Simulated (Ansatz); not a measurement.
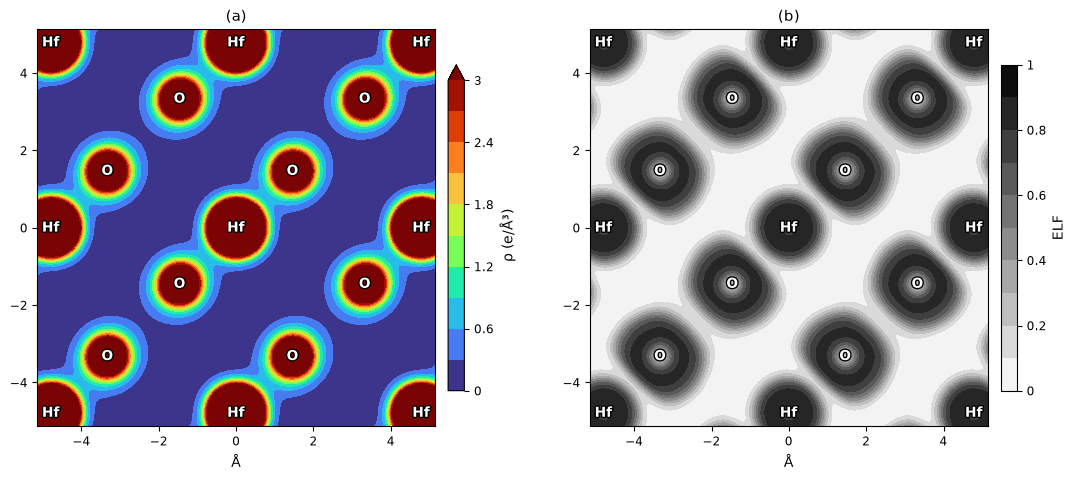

Figure. HfO₂. (a) valence charge density (pseudo); (b) ELF on the (010) plane of the calculation cell.

Space group P4₂/mnm; a structure from a database of computed crystals, not necessarily the ambient phase.

Theory: Ansatz 0.2.0, DFT LDA, scalar-relativistic, plane waves, PAW.

The density is the valence pseudo-density of a PAW calculation; it isn't the true density close to the nuclei.

```cif
data_structure
_symmetry_space_group_name_H-M 'P 1'
_symmetry_Int_Tables_number 1
_cell_length_a 4.7889
_cell_length_b 3.1858
_cell_length_c 9.5778
_cell_angle_alpha 90.000
_cell_angle_beta 90.000
_cell_angle_gamma 90.000
_cell_volume 146.12
loop_
_atom_site_label
_atom_site_type_symbol
_atom_site_fract_x
_atom_site_fract_y
_atom_site_fract_z
_atom_site_occupancy
Hf1 Hf 0.00000 0.00000 0.50000 1
Hf2 Hf 0.00000 0.00000 0.00000 1
Hf3 Hf 0.50000 0.50000 0.25000 1
Hf4 Hf 0.50000 0.50000 0.75000 1
O1 O 0.19511 0.50000 0.09755 1
O2 O 0.19511 0.50000 0.59755 1
O3 O 0.69511 0.00000 0.15245 1
O4 O 0.69511 0.00000 0.65245 1
O5 O 0.30489 0.00000 0.34755 1
O6 O 0.30489 0.00000 0.84755 1
O7 O 0.80489 0.50000 0.40245 1
O8 O 0.80489 0.50000 0.90245 1
```

Question: Describe what can be read from this map.

Answer: Atoms in the plane: Hf and O. Hf–O (2.06 Å): the density is about 0.81 e/Å³ at the midpoint; the ELF peaks at about 0.85 in the valence shell of O, 0.6 Å from its nucleus, and drops to about 0.20 between the two atoms (no localised pair shows between them). Between the atoms the lowest density in this plane is 0.03 e/Å³. The features right at Hf lie inside the PAW spheres, where the map follows smoothed inner orbitals and isn't to be read closely.
